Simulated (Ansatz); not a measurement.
**Hg: densities and their changes**

Space group P6_3/mmc. The cell comes from a database of computed structures, not from a measurement.

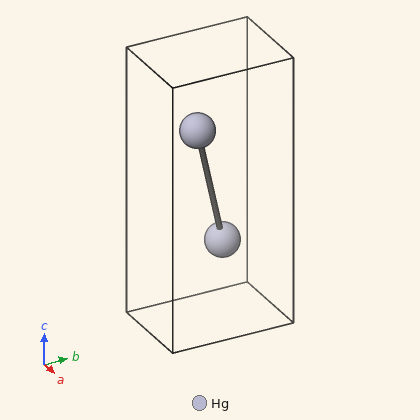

The conventional cell.

```cif
data_structure
_symmetry_space_group_name_H-M 'P 1'
_symmetry_Int_Tables_number 1
_cell_length_a 3.4618
_cell_length_b 3.4618
_cell_length_c 5.4875
_cell_angle_alpha 90.000
_cell_angle_beta 90.000
_cell_angle_gamma 120.000
_cell_volume 56.95
loop_
_atom_site_label
_atom_site_type_symbol
_atom_site_fract_x
_atom_site_fract_y
_atom_site_fract_z
_atom_site_occupancy
Hg1 Hg 0.66667 0.33333 0.75000 1
Hg2 Hg 0.33333 0.66667 0.25000 1
```

Computed with Ansatz 0.2.0, DFT PBE, scalar-relativistic, plane waves, PAW.

Core electrons are frozen (PAW), so the maps are meaningful between the atoms, not at the nuclei.

### 1. Bonding charge

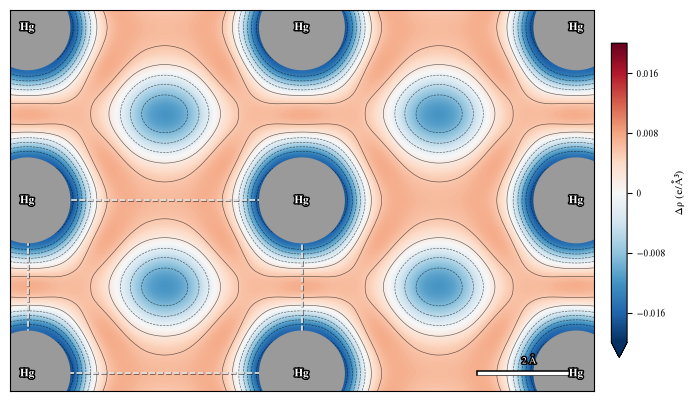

Deformation density (self-consistent density less superposed neutral spherical atoms): a map on the (11̄0) plane of the conventional cell, with grey discs over the atomic cores. Cores are masked to 0.9 Å (Hg).

> Describe the bonding charge.

Over the whole cell, outside the masked cores, the largest gain, 0.009 e/Å³, lies 1.7 Å from a mercury nucleus, and the largest loss lies at the edge of the masked core of Hg.
The rearranged charge, half the integral of |Δρ|, is about 0.09 e an atom.

### 2. One group of states

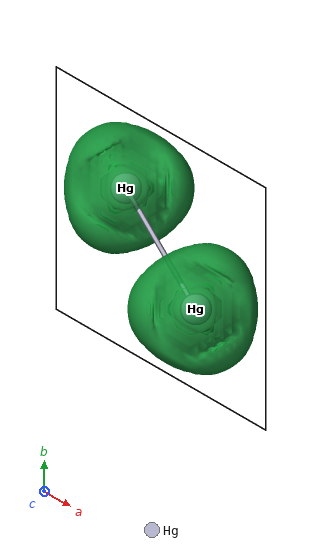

Density of the Kohn–Sham states from −4.8 to −2.4 eV about the Fermi level (the middle third of the occupied valence band), scaled to one electron a cell: green surface at 0.03 1/Å³, in the conventional cell seen along the c axis.

> What is the character of these states?

Projected on a minimal set of atomic orbitals (Löwdin), they are Hg 6s (80 %) and Hg 5d (20 %).

### 3. Change of volume

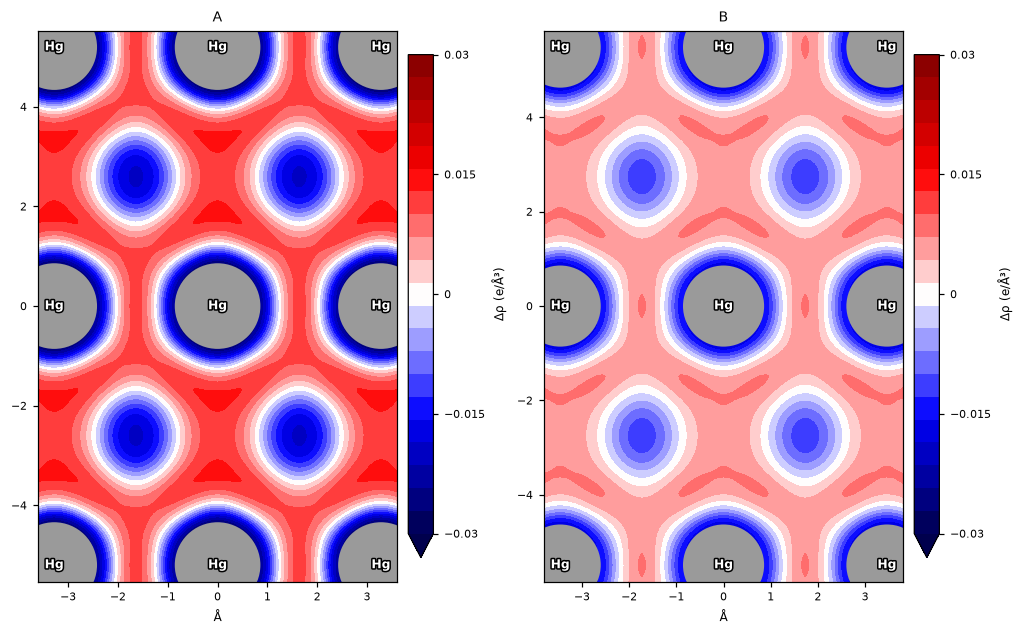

Hg: deformation density on the (100) plane of the conventional cell at two volumes, with the same fractional coordinates and one colour scale. Grey discs cover the cores.

> Which panel is the larger cell, by how much, and what changes?

B is the larger cell: A has 85 % of the volume of B.
The pressure is 0.9 GPa in B and 3.7 GPa in A.
The rearranged charge is 0.09 e an atom in B and 0.12 e in A.

### 4. Moving an atom

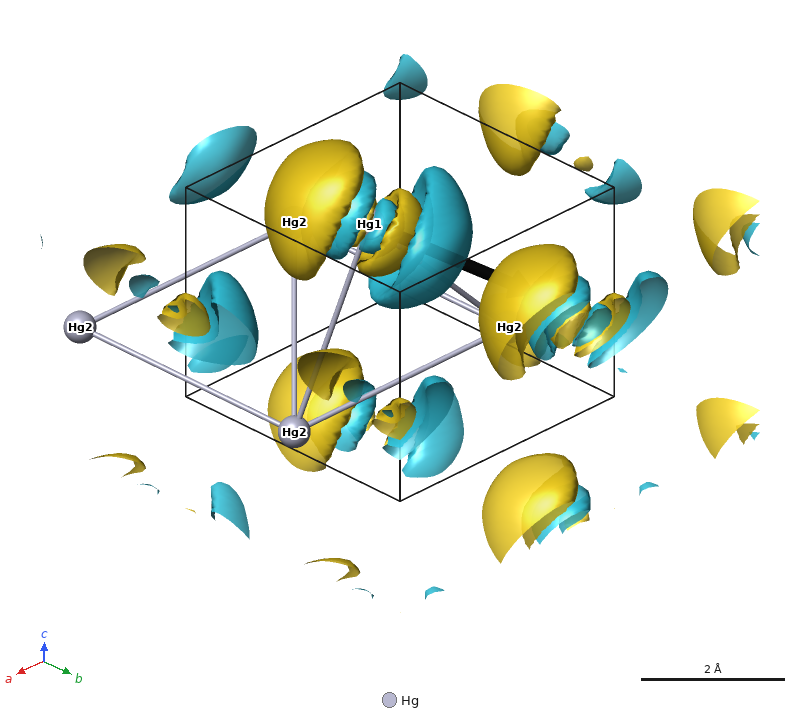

Hg1 was moved by 0.05 Å roughly along [−1 2 −1] in the axes of the cell drawn (arrow, not to scale). Change of the density less the rigid motion of the neutral atom's own density: yellow surfaces at +0.001 and cyan ones at −0.001 e/Å³, in the cell of the calculation (origin moved) seen along [111].

> How do the electrons respond beyond following the atom?

About 0.01 e is rearranged in the cell. Outside the cores the largest gain, 0.002 e/Å³, lies 1.1 Å from a mercury nucleus, and the largest loss lies there too, on other sides.

> How much does the computed force on the atom change?

The force on it changes by 0.01 eV/Å along the move, against it: a stiffness of about 0.24 eV/Å² for this sublattice shift.

### 5. Putting it together

The two pressures give a mean stiffness −ΔP/Δln V of about 17 GPa over this range, with the atoms held at their fractional positions.
